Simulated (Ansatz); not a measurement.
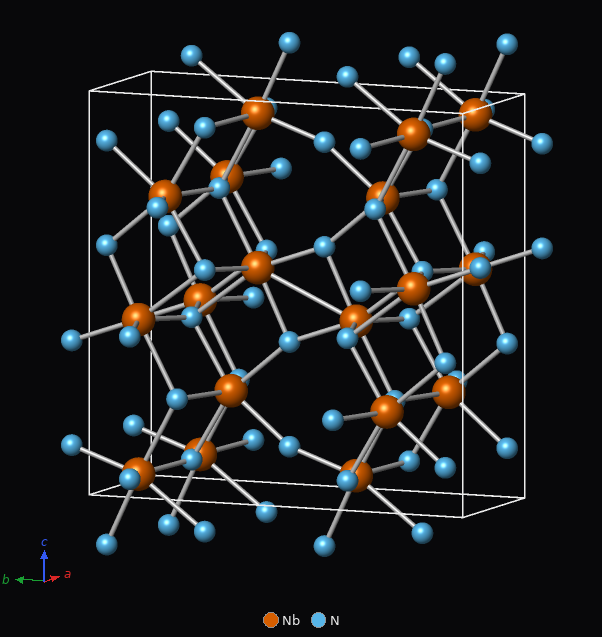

The crystal in a ball-and-stick representation, seen from a general direction. The edges of the conventional unit cell are marked. Some atoms of the next cells are drawn as well.

Nb3N5, space group Cmcm (No. 63), a = 3.87 Å, b = 10.24 Å, c = 10.24 Å, α = 90.00°, β = 90.00°, γ = 90.00°.

The numbers come from DFT PBEsol, scalar-relativistic, plane waves, PAW in Ansatz 0.2.0, using a cutoff energy of 420 eV, k-points about 0.22 Å⁻¹ apart, Gaussian smearing of 0.02 eV, no spin polarisation.

Does it come out as a metal, or with a gap?

Answer. A semiconductor at this level, with a gap of 0.73 eV on the k-mesh (the true edges may lie between mesh points, so the gap can be somewhat smaller).

The structure was taken from a structure listed in the Materials Project. Relaxation method: Ansatz, DFT PBEsol, scalar-relativistic, plane waves, PAW.
